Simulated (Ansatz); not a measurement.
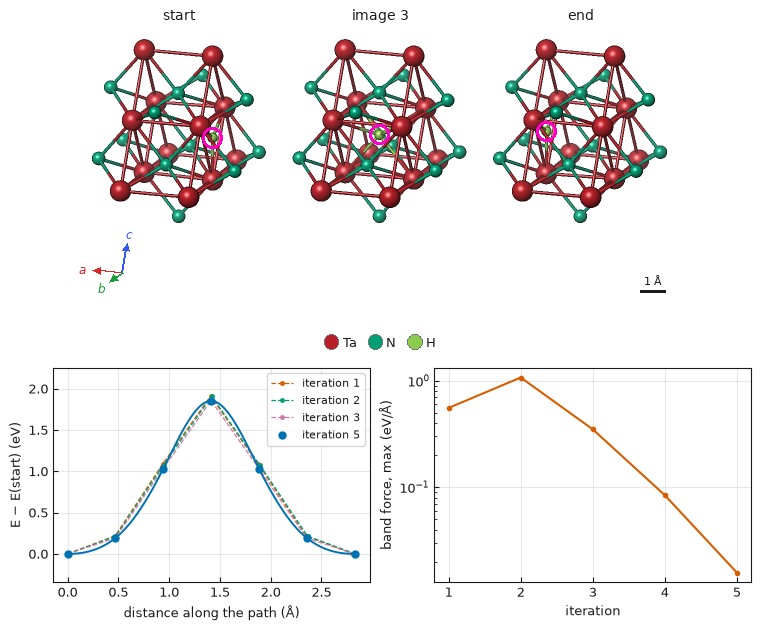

A search for the minimum-energy path of a defect cell of composition Ta$_{8}$HN$_{8}$ (17 atoms in the cell) by the nudged elastic band. Images are numbered from 0 (start) to 6 (end). The plot follows the band through its iterations. A ball-and-stick model of the atoms within 4.4 Å of the middle of the path, seen from a free direction. The moving atom is ringed, with any periodic copies. Bonds to atoms that aren't drawn are left out.

These are results of Ansatz, DFT PBE, scalar-relativistic, plane waves, PAW, not measurements. Run with plane-wave cutoff 420 eV; k-point mesh 4 × 5 × 5; Gaussian smearing 0.1 eV; 5 movable images; climbing image.

Question: Did the band converge, and can the barrier be trusted?

Answer: The run is converged, with reservations. The band converged in 5 iterations. The largest component of the band force went from 0.56 to 0.016 eV/Å. The climbing image converged on the top of the path. Its curvatures weren't checked. The first iteration put the highest image at 1.91 eV. The two ends have the same energy, and the highest point, image 3, lies 1.85 eV above the start.

Limits of the set-up: the cell has an odd number of electrons but was run without spin polarisation; the periodic images lie only 5.8 Å apart, so the values are limited by the cell's size.
